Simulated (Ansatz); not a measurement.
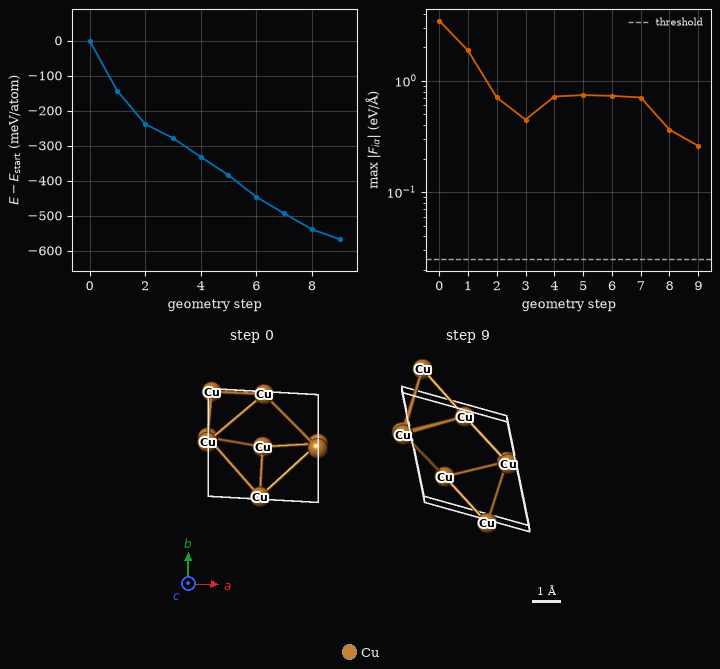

First and last geometry of a relaxation of a crystal of Cu (a generated structure, set up in P1) (coarse preliminary run), with the history of the run. A ball-and-stick model of the cell of the calculation, seen along the c axis.

All numbers below come from Ansatz, DFT PBE, scalar-relativistic, plane waves, PAW. Set-up: plane-wave cutoff 420 eV; k-point mesh 6 × 6 × 4; occupations gaussian; smearing width 0.2 eV; no spin polarisation; cell and atoms relaxed; force threshold 0.025 eV/Å; at most 60 steps.

**What do the curves and the structures tell?**

The run was cut off at its time limit before the relaxation converged, so the last structure is only a point on the way. The largest move relative to the cell is that of a Cu atom, 1.07 Å roughly along [2 3 0]. The volume changes by −18.2 %, with a 3.980 → 3.935 Å (−1.1 %), b 3.885 → 4.043 Å (+4.1 %), c 5.608 → 5.018 Å (−10.5 %), α 89.0° → 93.8°, β 89.9° → 88.7°, γ 93.2° → 117.2°. Some distances before and after: Cu–Cu 4.643 → 2.470 Å, Cu–Cu 4.620 → 2.478 Å, Cu–Cu 4.567 → 2.498 Å, Cu–Cu 4.477 → 2.499 Å. New bonds form: Cu–Cu (3.57 → 2.50 Å), Cu–Cu (4.16 → 2.52 Å), Cu–Cu (4.48 → 2.50 Å), Cu–Cu (4.57 → 2.50 Å). The space group stays P1 (No. 1). The energy falls by 567 meV per atom in 9 geometry steps. The largest force component goes from 3.5 to 0.26 eV/Å. Pressure: 7.42 GPa at the start and 0.56 GPa at the end. The run took 9.7 min on 1 thread of Arm Neoverse V2, with other jobs on the host, peak memory 0.62 GiB.
